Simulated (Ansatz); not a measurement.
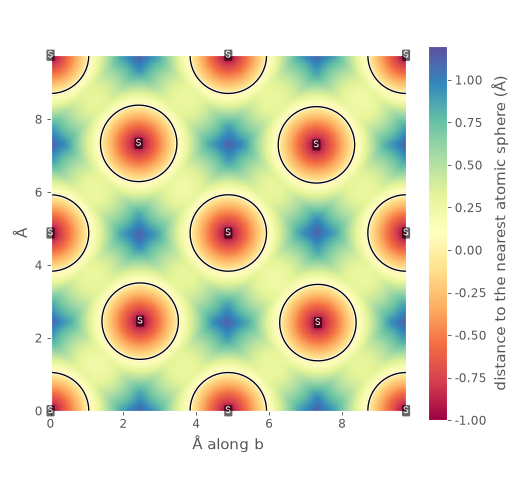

Map of the distance to the nearest atomic sphere in Be₁₇S₁₆ (I-43m), computed on the section x = 0.250 (parallel to b and c; the dashed line is one cell). The black line marks the spheres' surfaces; positive values are empty space; unlabelled circles belong to atoms above or below the section.

Atoms are hard spheres with covalent radii (Cordero): Be 0.96 Å, S 1.05 Å.

Source of the atomic positions: coordinates from a relaxation in a fixed cell with DFT PBE, scalar-relativistic, plane waves, PAW (Ansatz).

```
Be S
1.0
     9.75224    0.00000    0.00000
     0.00000    9.75224    0.00000
     0.00000    0.00000    9.75224
Be S
34 32
Direct
  0.37522 0.62478 0.87794
  0.12896 0.87104 0.87104
  0.87522 0.87522 0.62206
  0.62478 0.12206 0.62478
  0.87104 0.87104 0.12896
  0.87104 0.12896 0.87104
  0.62478 0.37522 0.87794
  0.37522 0.87794 0.62478
  0.87522 0.62206 0.87522
  0.12206 0.37522 0.37522
  0.87794 0.62478 0.37522
  0.62478 0.87794 0.37522
  0.12206 0.62478 0.62478
  0.62478 0.62478 0.12206
  0.87794 0.37522 0.62478
  0.62896 0.62896 0.62896
  0.50000 0.50000 0.50000
  0.87522 0.12478 0.37794
  0.62896 0.37104 0.37104
  0.37522 0.37522 0.12206
  0.12478 0.62206 0.12478
  0.37104 0.37104 0.62896
  0.37104 0.62896 0.37104
  0.12478 0.87522 0.37794
  0.87522 0.37794 0.12478
  0.37522 0.12206 0.37522
  0.62206 0.87522 0.87522
  0.37794 0.12478 0.87522
  0.12478 0.37794 0.87522
  0.62206 0.12478 0.12478
  0.12478 0.12478 0.62206
  0.37794 0.87522 0.12478
  0.12896 0.12896 0.12896
  0.00000 0.00000 0.00000
  0.75000 0.00000 0.50000
  0.50000 0.24698 0.50000
  0.75208 0.75208 0.75208
  0.00000 0.50000 0.25000
  0.74792 0.74792 0.25208
  0.24698 0.50000 0.50000
  0.00000 0.75000 0.50000
  0.25208 0.74792 0.74792
  0.75000 0.50000 0.00000
  0.00000 0.25000 0.50000
  0.75302 0.50000 0.50000
  0.50000 0.75302 0.50000
  0.00000 0.50000 0.75000
  0.50000 0.50000 0.24698
  0.74792 0.25208 0.74792
  0.50000 0.50000 0.75302
  0.25000 0.50000 0.00000
  0.00000 0.74698 0.00000
  0.25208 0.25208 0.25208
  0.50000 0.00000 0.75000
  0.24792 0.24792 0.75208
  0.74698 0.00000 0.00000
  0.50000 0.25000 0.00000
  0.75208 0.24792 0.24792
  0.25000 0.00000 0.50000
  0.50000 0.75000 0.00000
  0.25302 0.00000 0.00000
  0.00000 0.25302 0.00000
  0.50000 0.00000 0.25000
  0.00000 0.00000 0.74698
  0.24792 0.75208 0.24792
  0.00000 0.00000 0.25302
```

### Where is the largest hole in this section, and how large is it?

At 0.250, 0.250, 0.497 (fractional), where the distance reaches 1.15 Å; it is enclosed by 4 Be (then 6 S) in a tetrahedral arrangement. It is the largest hole of the crystal.

### How much of the crystal lies outside the spheres?

About 70 % of the cell's volume, and 71 % of this section's area.

### What can pass through?

The largest sphere that fits anywhere has a diameter of 2.30 Å; the largest that can travel through the crystal, about 1.9 Å.
